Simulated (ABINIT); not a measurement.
Geometry relaxation of SnSe (part 3 of 3)

The same run, continued: SnSe (Fm-3m, 2 atoms in the cell); Kohn-Sham DFT of a periodic cell, LDA, PseudoDojo NC SR LDA v0.4.1 standard, no spin polarisation (ABINIT 10.8.3); cutoff 1170.09 eV, 6×6×6 k-mesh, fermi-dirac of 0.05 eV. The structure derives from an entry of the Crystallography Open Database.

Geometry of the input (Å; fractional positions):
```
0.0000  3.0100  3.0100
3.0100  0.0000  3.0100
3.0100  3.0100  0.0000
Sn 0.0000  0.0000  0.0000
Se 0.5000  0.5000  0.5000
```

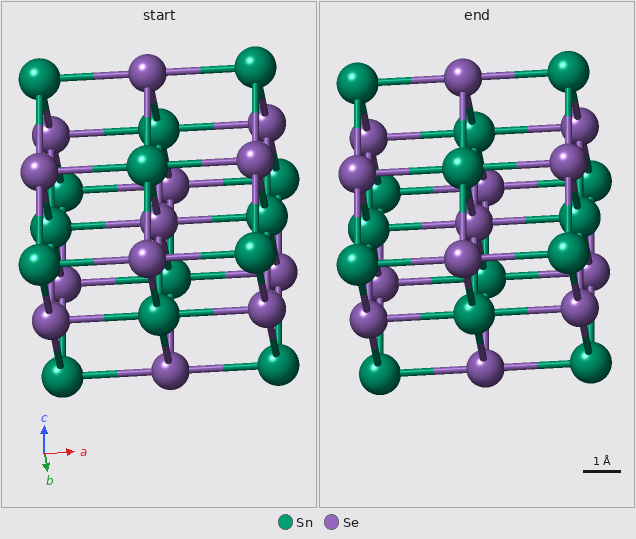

Figure 1. Before (left) and after (right) the relaxation, at one scale (ball-and-stick view of the cell 4 times as large as that of the calculation, set on its symmetry axes, seen at an oblique angle). The atoms keep their places relative to the cell (all moves are under 0.005 Å). The volume changes by −6.8 %, with a = b = c 6.020 → 5.881 Å (−2.3 %). Among the contacts that change: Sn1–Se2 3.010 → 2.941 Å. The space group stays Fm-3m (No. 225). The energy falls by 22.5 meV per atom in 4 geometry steps. All forces vanish by symmetry, so only the cell relaxes. (Atoms are counted from 1 in the order of the input.)

### Results in brief

- outcome: converged
- space group (tolerance 0.01 Å): Fm-3m (225)
- electrons treated: 30
- free energy: −5436.6545 eV
- Fermi energy: 5.698 eV
- gap on the k-point mesh: 0.91 eV
- pressure: 0.00 GPa
- final volume: 50.85 Å³
- largest force (length of the vector) at the end: under 0.001 eV/Å
- final cell: a = 4.159 Å, b = 4.159 Å, c = 4.159 Å, α = 60.00°, β = 60.00°, γ = 60.00°
- wall time: 98 s (CPU time 6.5 min)
- peak memory: 0.4 GiB
